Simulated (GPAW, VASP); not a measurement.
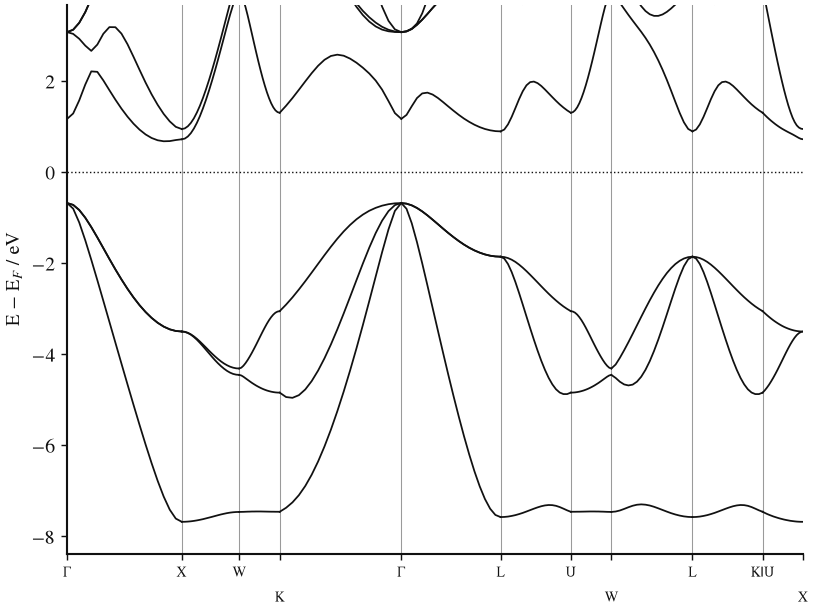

Band structure. Energies are counted from the Fermi level, put mid-gap where there is a gap.

Which system does the plot belong to?
A. cubic perovskite-type BaZrO₃, space group Pm-3m, 5 atoms in the cell (cubic a = 4.191 Å); LDA
B. zincblende GaP, space group F-43m, 2 atoms in the primitive cell (cubic a = 5.401 Å); LDA
C. corundum-type Al₂O₃, space group R-3c, 10 atoms in the primitive cell (a = 4.836 Å, c = 13.207 Å (hexagonal axes)); RPBE

Answer. B. The material is gapped. The gap along this path is 1.36 eV and indirect, from the valence-band top at Γ to the conduction-band bottom between Γ and X; the smallest direct gap is 1.85 eV, at Γ. At X the lowest conduction band lies only 0.04 eV higher. Three bands meet at the valence-band top at Γ: it is triply degenerate (spin aside). The direct gaps are 4.36 eV at U, 1.85 eV at Γ and 2.75 eV at L. A face-centred cubic lattice: the path Γ–X–W–K–Γ–L–U–W–L–K|U–X runs through the special points of its Brillouin zone.

Method: LDA, VASP PAW LDA potentials, release 64 (Ga_d, P), no spin polarisation, no spin-orbit coupling, 4×4×4 k mesh, 300 eV cutoff (VASP 6.6.1).

The k mesh is coarse (spacing up to 0.50 Å⁻¹), so the values aren't converged. Measured GaP has its conduction bottom near X; the order of its valleys hangs on the functional and the volume. LDA, GGA and most meta-GGA functionals understate gaps. The cell was derived from a database entry in an earlier step, so it needn't be the measured one.
